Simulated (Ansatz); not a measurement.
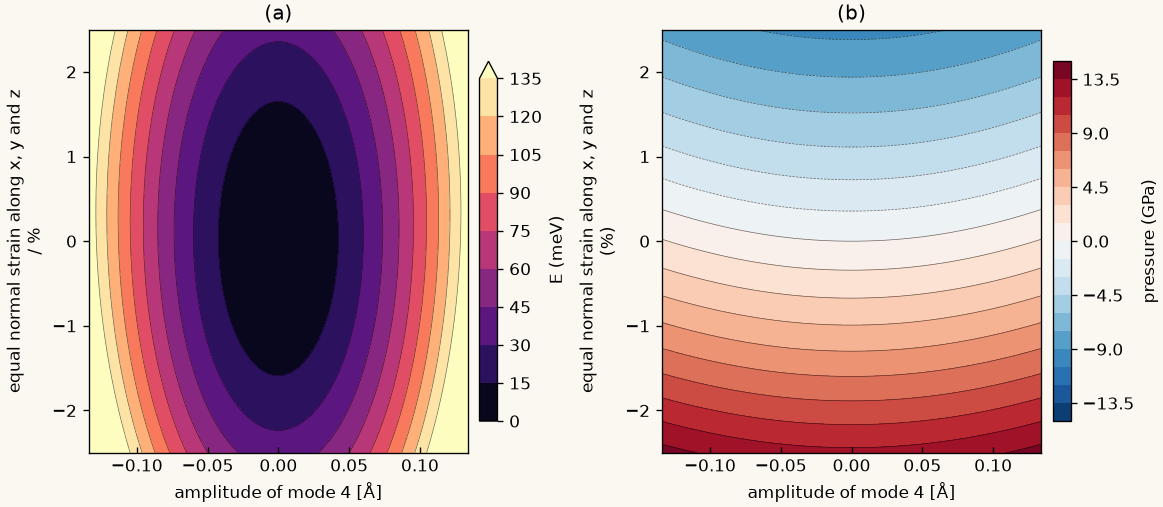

Be (P6_3/mmc, No. 194; 2 atoms in the cell). The energy is mapped over a normal mode and a strain (zone-centre modes of the 2-atom cell of this scan) (x along [1 0 0], y along [1 2 0], z along [0 0 1] of the conventional cell). The first coordinate is: amplitude of mode 4 (501 cm⁻¹), largest displacement in the unstrained cell; the second: equal normal strain along x, y and z. Nothing is relaxed (the pattern is fixed in fractional coordinates). Grid: 7 × 7 points; 28 points were computed and 21 follow by symmetry. Points are written as (first, second). All energies are given in meV per cell relative to the lowest grid point. These are results of DFT LDA+D3(BJ), scalar-relativistic, plane waves, PAW (Ansatz 0.2.0), not measurements. Settings: cutoff 520 eV, k-mesh 24×24×14 in the order of the run's cell vectors, gaussian smearing 0.15 eV, no spin polarisation.

Panel (a) is the energy; panel (b) is the computed pressure, in GPa.

The picture shows filled contours, one colour for all values above the top of the scale. Between grid points the surface is interpolated.

How does the pressure vary over the map, and what is it at the lowest grid point?

Answer. It runs from −9.4 GPa at (0.000 Å, 2.50 %) to 14.1 GPa at (−0.134 Å, −2.50 %). At the lowest grid point, (0.000 Å, 0.00 %), it is 0.0 GPa.
